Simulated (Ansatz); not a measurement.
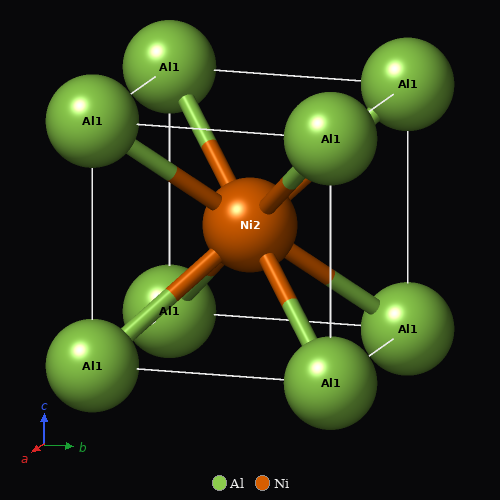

The system is AlNi (P4/mmm, No. 123; 2 atoms in the cell); the picture shows the reference structure. The energy is mapped over the lattice constants a and c of the conventional cell. Coordinates scanned: (1) lattice constant a (and b); (2) lattice constant c. Nothing is relaxed (symmetry fixes all fractional coordinates). The grid has 7 × 7 points. Points are written as (first, second). Energies are in meV/atom, from the lowest grid point. The runs have no spin polarisation; a magnetic state may lie lower. These are results of DFT PBEsol, scalar-relativistic, plane waves, PAW in Ansatz, not measurements. Settings: cutoff 520 eV, k-mesh 16×16×16, gaussian smearing 0.15 eV, no spin polarisation.

Its coordinates:

```
CELL_PARAMETERS angstrom
2.02120 -2.02115 0.00000
2.02120 2.02115 0.00000
0.00000 0.00000 2.86887
ATOMIC_POSITIONS crystal
Al 0.00000 0.00000 0.00000
Ni 0.50000 0.50000 0.50000
```

Range: lattice constant a (and b) from 2.716 to 3.001 Å; lattice constant c from 2.639 to 3.098 Å.

What will the energy surface look like?

Answer. The lowest grid point is at (2.858 Å, 2.869 Å). No other kind of well shows on this grid. The highest grid point, (2.716 Å, 2.639 Å), lies 256 meV/atom above the lowest. Round the minimum the valley is strongly tilted: raising lattice constant a (and b) shifts the best value of lattice constant c downwards (coupling k₁₂/√(k₁₁k₂₂) about 0.7).

| lattice constant c ↓, lattice constant a (and b) → | 2.716 | 2.763 | 2.811 | 2.858 | 2.906 | 2.954 | 3.001 |
| --- | --- | --- | --- | --- | --- | --- | --- |
| 3.098 | 31 | 20 | 25 | 45 | 76 | 118 | 169 |
| 3.022 | 37 | 15 | 11 | 21 | 45 | 80 | 126 |
| 2.945 | 52 | 19 | 4 | 6 | 22 | 50 | 89 |
| 2.869 | 79 | 34 | 8 | 0 | 7 | 27 | 59 |
| 2.792 | 120 | 62 | 25 | 6 | 4 | 16 | 40 |
| 2.716 | 177 | 106 | 56 | 27 | 14 | 17 | 33 |
| 2.639 | 256 | 169 | 107 | 65 | 42 | 35 | 42 |

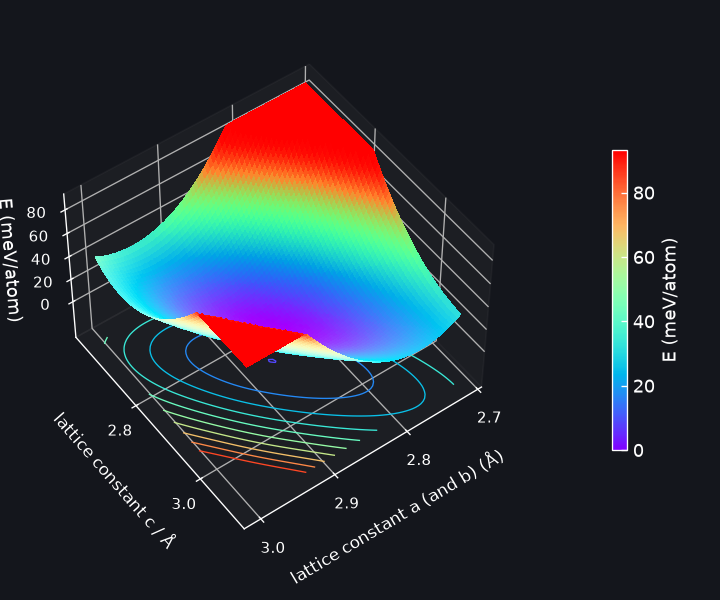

The picture shows a relief with its contours projected below, any walls above the top of the colour scale cut off. Between grid points the surface is interpolated.

Time for the 49 points that were run: 14 min on 2 threads of Arm Neoverse N1, with other jobs on the host.

PAW datasets: the set soft_1.
